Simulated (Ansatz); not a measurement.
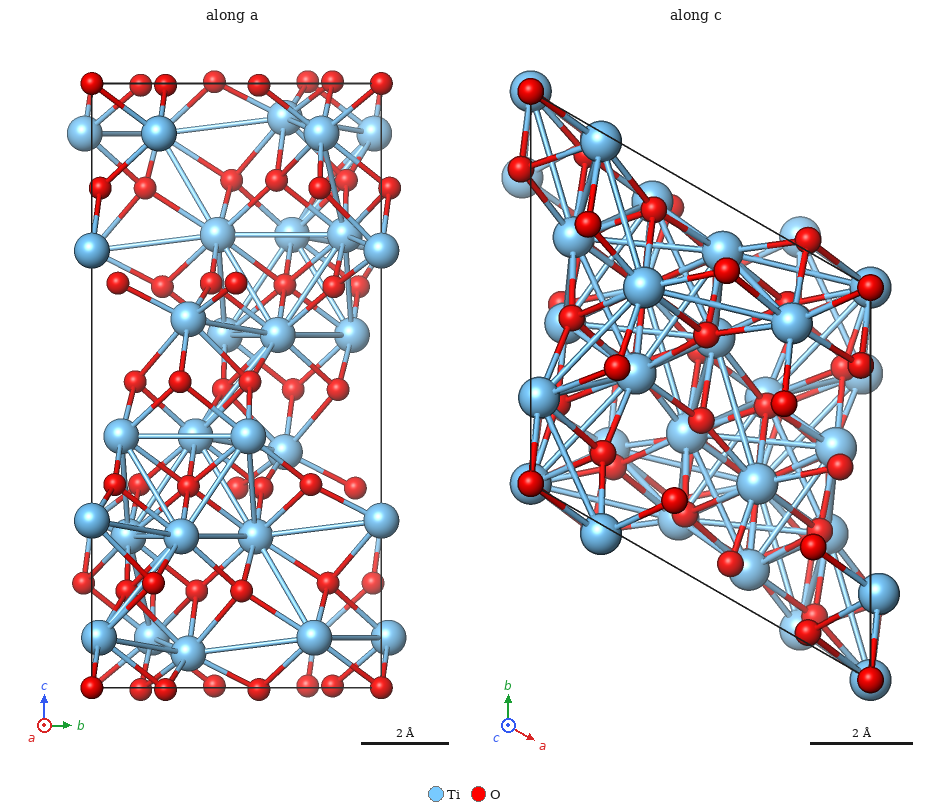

Ball-and-stick drawing of the structure, looking along the a axis and along the c axis. The conventional unit cell is outlined; an atom on or near a face, edge or corner is repeated at each equivalent position.

Ti8O13, space group R-3 (No. 148), a = 7.74 Å, b = 7.74 Å, c = 14.00 Å, α = 90.00°, β = 90.00°, γ = 120.00°.

Method: Ansatz 0.2.0, DFT PBEsol, scalar-relativistic, plane waves, PAW; 420 eV cutoff, k-points about 0.17 Å⁻¹ apart, Gaussian smearing of 0.02 eV, no spin polarisation.

What does the calculation say: metal or gapped?

A semiconductor at this level, with a gap of 0.16 eV on the k-mesh (the true edges may lie between mesh points, so the gap can be somewhat smaller).

State the hydrostatic pressure.

The computed pressure is -3.7 GPa (stretched: it would shrink).

The model was built from a structure listed in the Materials Project. Earlier steps of the study, as a rule a relaxation of our own, may have changed the cell and positions, so they can lie some per cent off the listed ones. A calculation with Ansatz used it as input.
